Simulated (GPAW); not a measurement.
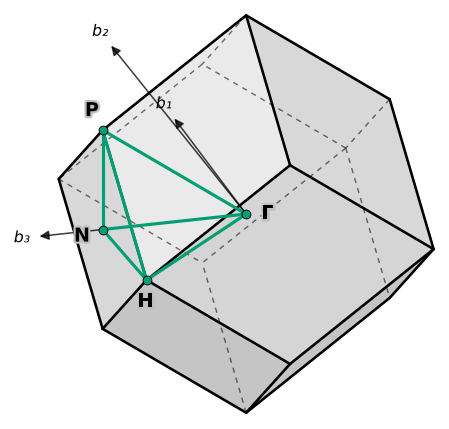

Crystal: Be, a cell listed in the Materials Project, as set up for an electronic-structure calculation. The figure shows the first Brillouin zone with its special points and a band path. The drawing is computed from the coordinates (standard cell, symmetry found to 0.002 Å).

Labels and path follow the convention of Hinuma et al. (2017), as computed by seekpath; the arrows show the directions of the reciprocal primitive vectors b₁, b₂, b₃.

### Name the Bravais lattice of the crystal.

A body-centred cubic lattice (cI; extended symbol cI1). The zone is a rhombic dodecahedron in its combinatorial type: 12 faces (12 with 4 edges), 24 edges, 14 vertices.

### Write the standard path through the labelled points.

Γ–H–N–Γ–P–H | P–N
